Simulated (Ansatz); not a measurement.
# Residual resistivity of an alloy: Au(111) with 4 layers of random Au-Al, 2x2, part 2 of 2

How strongly does chemical disorder scatter in Au(111) with 4 layers of random Au-Al, 2x2?

Ansatz 0.2.0; Ansatz plane-wave DFT, PBE, PAW files; ballistic transport by layer matching (Landauer), zero bias; PAW set soft_1.

So far. Step 3 (With 8 alloy layers): Over the solved energies the transmission per spin lies between 2.32 and 2.45, out of 3.21 channels of the lead on average (up to 3.21). The log calls the step of a lead's potential too much.

### Step 4. With 12 alloy layers

System of this step: Au(111) with 12 layers of random Au-Al, 2x2. The cell holds 72 atoms: 66 Au and 6 Al. Cell: a = 5.768 Å, b = 5.768 Å, c = 42.382 Å, α = 90.0°, β = 90.0°, γ = 120.0°. It derives from Au. Regions: lead, 24 atoms (24 Au); scattering region, 48 atoms (42 Au and 6 Al). The structure is stacked along c, and the current runs across the ab planes.

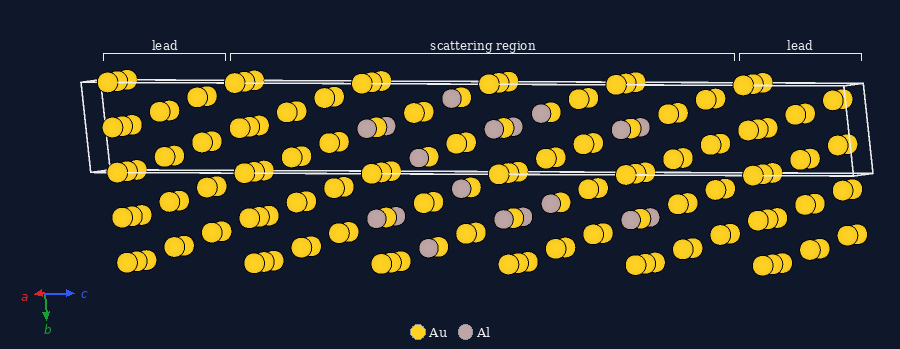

The cell of this step (gold yellow, aluminium light grey). 1×2×1 cells are drawn. Some periodic images of atoms are drawn too.

Input file input.yaml:

```yaml
crystal:
  lattice:
    - [5.7675164607, 0.0, 0.0]
    - [-2.8837582304, 4.9948157718, 0.0]
    - [0.0, 0.0, 42.3824172358]
  atoms:
    - { symbol: Au, position: [0.0, 0.0, 0.0277777778] }
    - { symbol: Au, position: [0.0, 0.5, 0.0277777778] }
    - { symbol: Au, position: [0.5, 0.0, 0.0277777778] }
    - { symbol: Au, position: [0.5, 0.5, 0.0277777778] }
    - { symbol: Au, position: [0.1666666667, 0.3333333333, 0.0833333333] }
    - { symbol: Au, position: [0.1666666667, 0.8333333333, 0.0833333333] }
    - { symbol: Au, position: [0.6666666667, 0.3333333333, 0.0833333333] }
    - { symbol: Au, position: [0.6666666667, 0.8333333333, 0.0833333333] }
    - { symbol: Au, position: [0.3333333333, 0.1666666667, 0.1388888889] }
    - { symbol: Au, position: [0.3333333333, 0.6666666667, 0.1388888889] }
    - { symbol: Au, position: [0.8333333333, 0.1666666667, 0.1388888889] }
    - { symbol: Au, position: [0.8333333333, 0.6666666667, 0.1388888889] }
    - { symbol: Au, position: [0.0, 0.0, 0.1944444444] }
    - { symbol: Au, position: [0.0, 0.5, 0.1944444444] }
    - { symbol: Au, position: [0.5, 0.0, 0.1944444444] }
    - { symbol: Au, position: [0.5, 0.5, 0.1944444444] }
    - { symbol: Au, position: [0.1666666667, 0.3333333333, 0.25] }
    - { symbol: Au, position: [0.1666666667, 0.8333333333, 0.25] }
    - { symbol: Au, position: [0.6666666667, 0.3333333333, 0.25] }
    - { symbol: Au, position: [0.6666666667, 0.8333333333, 0.25] }
    - { symbol: Au, position: [0.3333333333, 0.1666666667, 0.3055555556] }
    - { symbol: Au, position: [0.3333333333, 0.6666666667, 0.3055555556] }
    - { symbol: Au, position: [0.8333333333, 0.1666666667, 0.3055555556] }
    - { symbol: Au, position: [0.8333333333, 0.6666666667, 0.3055555556] }
    - { symbol: Au, position: [0.0, 0.0, 0.3611111111] }
    - { symbol: Al, position: [0.0, 0.5, 0.3611111111] }
    - { symbol: Au, position: [0.5, 0.0, 0.3611111111] }
    - { symbol: Au, position: [0.5, 0.5, 0.3611111111] }
    - { symbol: Au, position: [0.1666666667, 0.3333333333, 0.4166666667] }
    - { symbol: Au, position: [0.1666666667, 0.8333333333, 0.4166666667] }
    - { symbol: Au, position: [0.6666666667, 0.3333333333, 0.4166666667] }
    - { symbol: Al, position: [0.6666666667, 0.8333333333, 0.4166666667] }
    - { symbol: Au, position: [0.3333333333, 0.1666666667, 0.4722222222] }
    - { symbol: Au, position: [0.3333333333, 0.6666666667, 0.4722222222] }
    - { symbol: Al, position: [0.8333333333, 0.1666666667, 0.4722222222] }
    - { symbol: Au, position: [0.8333333333, 0.6666666667, 0.4722222222] }
    - { symbol: Au, position: [0.0, 0.0, 0.5277777778] }
    - { symbol: Al, position: [0.0, 0.5, 0.5277777778] }
    - { symbol: Au, position: [0.5, 0.0, 0.5277777778] }
    - { symbol: Au, position: [0.5, 0.5, 0.5277777778] }
    - { symbol: Au, position: [0.1666666667, 0.3333333333, 0.5833333333] }
    - { symbol: Au, position: [0.1666666667, 0.8333333333, 0.5833333333] }
    - { symbol: Al, position: [0.6666666667, 0.3333333333, 0.5833333333] }
    - { symbol: Au, position: [0.6666666667, 0.8333333333, 0.5833333333] }
    - { symbol: Au, position: [0.3333333333, 0.1666666667, 0.6388888889] }
    - { symbol: Au, position: [0.3333333333, 0.6666666667, 0.6388888889] }
    - { symbol: Au, position: [0.8333333333, 0.1666666667, 0.6388888889] }
    - { symbol: Au, position: [0.8333333333, 0.6666666667, 0.6388888889] }
    - { symbol: Au, position: [0.0, 0.0, 0.6944444444] }
    - { symbol: Al, position: [0.0, 0.5, 0.6944444444] }
    - { symbol: Au, position: [0.5, 0.0, 0.6944444444] }
    - { symbol: Au, position: [0.5, 0.5, 0.6944444444] }
    - { symbol: Au, position: [0.1666666667, 0.3333333333, 0.75] }
    - { symbol: Au, position: [0.1666666667, 0.8333333333, 0.75] }
    - { symbol: Au, position: [0.6666666667, 0.3333333333, 0.75] }
    - { symbol: Au, position: [0.6666666667, 0.8333333333, 0.75] }
    - { symbol: Au, position: [0.3333333333, 0.1666666667, 0.8055555556] }
    - { symbol: Au, position: [0.3333333333, 0.6666666667, 0.8055555556] }
    - { symbol: Au, position: [0.8333333333, 0.1666666667, 0.8055555556] }
    - { symbol: Au, position: [0.8333333333, 0.6666666667, 0.8055555556] }
    - { symbol: Au, position: [0.0, 0.0, 0.8611111111] }
    - { symbol: Au, position: [0.0, 0.5, 0.8611111111] }
    - { symbol: Au, position: [0.5, 0.0, 0.8611111111] }
    - { symbol: Au, position: [0.5, 0.5, 0.8611111111] }
    - { symbol: Au, position: [0.1666666667, 0.3333333333, 0.9166666667] }
    - { symbol: Au, position: [0.1666666667, 0.8333333333, 0.9166666667] }
    - { symbol: Au, position: [0.6666666667, 0.3333333333, 0.9166666667] }
    - { symbol: Au, position: [0.6666666667, 0.8333333333, 0.9166666667] }
    - { symbol: Au, position: [0.3333333333, 0.1666666667, 0.9722222222] }
    - { symbol: Au, position: [0.3333333333, 0.6666666667, 0.9722222222] }
    - { symbol: Au, position: [0.8333333333, 0.1666666667, 0.9722222222] }
    - { symbol: Au, position: [0.8333333333, 0.6666666667, 0.9722222222] }
kpoints:
  mp_grid: { grid: [5, 5, 1] }
hamiltonian:
  xc: pbe
  pseudopotentials: { kind: paw, azcp: { folder: soft_1 } }
scf:
  occupations: { method: fermi_dirac, width: 0.1 }
output:
  transmission:
    leads: [[0, 4]]
    kmesh: [10, 10]
    e_range: [-0.05, 0.05]
    de: 0.05
  write_potential: true
  write_density: true
  volumetric_format: npy
```

Started as:

```bash
ansatz run input.yaml --threads 4 --pin off --max-ram 15360MiB --backend cpu --events-out ev --progress --plain --runs-dir out
```

Numbers of over 12 decimals in the logs are rounded to 6 here.

The log of the run:

```text
[...]
Crystal: 72 atoms, lattice volume = 1220.939 Å³
Basis set: ecut = 420 eV, 23937 PW (Γ)
Bands: 764, of which v1, the nominal top of the filled ones, is band 636 counted from 1 (635 counted from 0)
Symmetry: 1 space group operations
[...]
k-points: 13 of 25 (time reversal used)
[...]
SCF iter   1: F=—  HF=-871231.150448 eV  |F-HF|=—  |Δ(HF+E_count)|=         —  Δρ=7.40e-2  dr2=1.41e2  ethr=3.10e-3  ⟨swp⟩=4.6  Hψ=30003  notcnv=0  defer=363
[...]
SCF iter  13: F=-871207.717392 eV  HF=-871207.717392 eV  |F-HF|=1.61e-8  |Δ(HF+E_count)|=   2.68e-9  Δρ=2.74e-7  dr2=1.66e-8  ethr=7.86e-12  ⟨swp⟩=2.0  Hψ=15033  notcnv=0
SCF 1 converged in 13 iterations: F = -871207.717392 eV  dr2 = 1.66e-8
[...]
transmission: 278 of 2756 steps passed
transmission: 552 of 2756 steps passed
[...]
transmission: 2756 of 2756 steps passed
SCF converged after 13 iterations
Free energy (F): -871207.717392 eV
[...]
Internal energy: -871206.855931 eV  (E = F + TS)
E sigma→0 (E₀):  -871207.286662 eV
Entropy (-TS):   -0.861461 eV (-11.965 meV/atom)
Fermi energy:    19.754820 eV
[...]
--- Band table (eV; the first three rows and the last of 13) ---
  k-point 0: bands = [... 632 lower, 19.6916, 19.7011, 19.7631, 19.8356, 19.8541, 19.9822, 19.9959, 20.0033, ... 124 higher]
  k-point 1: bands = [... 632 lower, 19.4642, 19.5021, 19.5555, 19.5761, 19.6821, 19.7297, 19.7354, 19.8094, ... 124 higher]
  k-point 2: bands = [... 632 lower, 19.5196, 19.5241, 19.5769, 19.5900, 19.8033, 19.8337, 19.8719, 19.9290, ... 124 higher]
  k-point 12: bands = [... 632 lower, 19.4389, 19.6136, 19.6823, 19.7469, 19.9533, 20.0421, 20.1244, 20.1843, ... 124 higher]
--- Transmission ---
  basis      : 253 plane waves across, 53 finite elements along
  points     : 52, standing for a mesh of 10 x 10
[...]
channels       : 3.210000e0 a spin
[...]
junction   : crystal 0 to crystal 0, 1.66 to 41.68 Å
    transmission   : 2.247916e0 a spin
[...]
```

Run time: 35 min. Hardware: 4 threads of Arm Neoverse V1, shared host; peak memory 9.2 GiB.

Numbers from this step:

```
free energy                                   : -871207.7174 eV
energy at zero smearing                       : -871207.2867 eV
Fermi energy                                  : 19.75 eV
transmission per spin nearest the Fermi level : 2.248
step of the lead's potential                  : 3.2 meV
```

Per spin. The transmission, zone mean by energy, zero at the Fermi level:

| energy (eV) | transmission, zone mean |
| --- | --- |
| -0.0500 | 2.24 |
| 0.0000 | 2.25 |
| 0.0500 | 2.22 |

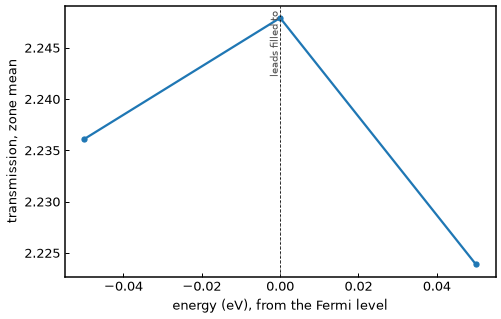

Transmission, zone mean, plotted against energy.

Over the solved energies the transmission per spin lies between 2.22 and 2.25, out of 3.21 channels of the lead on average (up to 3.21).

### Step 5. The fit

This step: Ansatz plane-wave DFT, PBE, PAW files; ballistic transport by layer matching (Landauer), zero bias; residual resistivity from the slope of the area resistance, atoms on the host's lattice; PAW set soft_1 (Ansatz 0.2.0).

This step gave:

```yaml
resistivity: 17.34 µΩ cm
intercept: 0.03444 fΩ m²
scatter_about_the_fit: 0.02808 fΩ m²
```

Resistance, by row:

| run | length (Å) | T | channels N | RA (fΩ m²) |
| --- | --- | --- | --- | --- |
| n4 | 9.418 | 2.783 | 3.21 | 0.1779 |
| n8 | 18.84 | 2.385 | 3.21 | 0.4008 |
| n12 | 28.25 | 2.236 | 3.21 | 0.5046 |

Area resistance against length of the alloy:

| length of the alloy (Å) | area resistance (fΩ m²) |
| --- | --- |
| 9.42 | 0.178 |
| 18.84 | 0.401 |
| 28.25 | 0.505 |

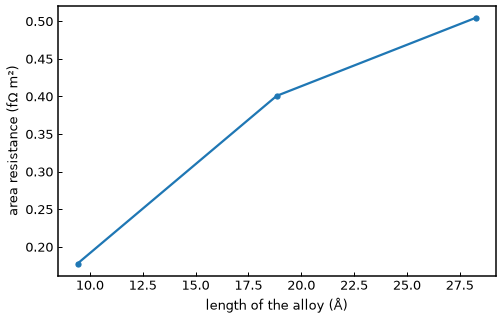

Area resistance against length of the alloy.

The area resistance goes from 0.18 to 0.50 fΩ m² between 9.4 and 28.3 Å, a slope of 17 µΩ cm.

By hand from the end points: (0.5046 − 0.1779) fΩ m² / (28.25 − 9.42) Å = 17 µΩ cm, since 1 fΩ m² per Å is 1000 µΩ cm.

### Step 6. Outcome

```json
{
 "resistivity from the slope": "17.3 µΩ cm",
 "area resistance over 9.42 Å": "0.178 fΩ m²",
 "area resistance over 18.8 Å": "0.401 fΩ m²",
 "area resistance over 28.3 Å": "0.505 fΩ m²"
}
```

In words: The slope gives 17 µΩ cm. The points scatter by 0.028 fΩ m² about the line, with one random draw a length in a 2x2 cell, so the slope is a rough value. Read with a model of isotropic scattering on a spherical Fermi surface and the lead's 0.86×10¹⁵ S/m², this slope means a mean free path near 54 Å; over these lengths the model's slope is 1.08 times its bulk resistivity, which would be 16 µΩ cm. The draw over the shortest length came out nearly ordered, with 8 symmetry operations, so that point is a poor sample of a random alloy. The atoms sit on the host's lattice, so scattering by size misfit is left out. Spin-orbit coupling is left out, which matters for Au. A lead's potential steps by up to 29 meV from period to period, which the log calls too much, so longer leads could move the result.

[Logs are printed without paths, hosts, clocks, repeated set-up lines and the standing remarks that a program may print on its own settings, such as how far it seeks lower states.]

[Hosts, paths, dates, database ids (printed as entryN), source tags and the programs' standing remarks are cut or masked in the printed files.]
